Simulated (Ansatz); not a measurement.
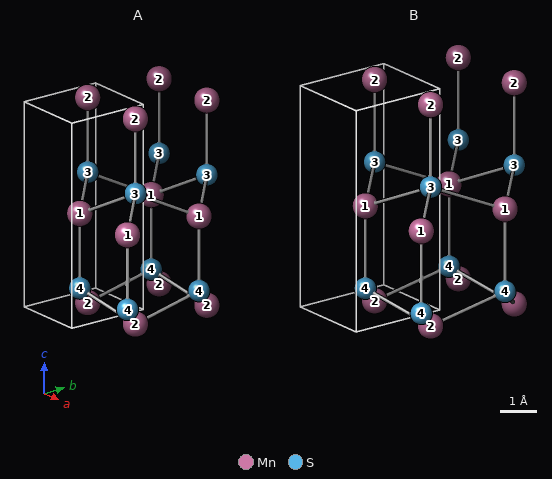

Two geometries of a crystal of MnS (set up in P6_3mc), drawn at one scale. One is the start of a relaxation, the other its converged end. The picture is a ball-and-stick view of the cell of the calculation, repeated 2 × 2 × 1 with one cell outlined, seen slightly off an axis.

All numbers below come from Kohn-Sham DFT of a periodic cell, LDA, Ansatz PAW in Ansatz. (plane-wave cutoff 420 eV; k-point mesh 8 × 8 × 4; occupations fermi-dirac; smearing width 0.05 eV; collinear spin; cell and atoms relaxed; force threshold 0.01 eV/Å; at most 40 steps)

> Which of the two is the end point?

Structure A is the relaxed one. The run lets cell and atoms move. The largest moves relative to the cell, 0.026 Å, are those of Mn1, Mn2, S3 and S4. Mn1 goes along −c. By element the largest moves are Mn 0.026 Å, S 0.026 Å. Cell: a = b 3.954 → 3.374 Å (−14.7 %), c 6.343 → 5.880 Å (−7.3 %). Volume −32.5 %. Among the contacts that change: Mn1–S3 2.421 → 2.105 Å, Mn1–S4 2.364 → 2.140 Å. Among the angles between lasting bonds that change: S3–Mn1–S3 109.5° → 106.5°, Mn1–S3–Mn1 109.5° → 106.5°, Mn1–S3–Mn2 109.5° → 112.3°. The space group stays P6_3mc (No. 186). After 8 accepted moves (9 points after the start) the energy has fallen by 226 meV per atom. Largest force component: 0.25 eV/Å at the start, 0.0013 eV/Å at the end. Pressure: −4.01 GPa at the start and 0.00 GPa at the end. The SCF was repeated once at an unchanged geometry on a basis and grid sized afresh for the cell, which shifted the energy by 0.7 meV per atom at most. The program noted that the starting moments weren't kept. The run took 59 s on 2 threads of Intel(R) Xeon(R) Platinum 8488C (Sapphire Rapids) (shared host), peak memory 0.54 GiB.

Limits of the set-up: only the magnetic order of this start and cell was tried (total moment 0.2 μB per cell).
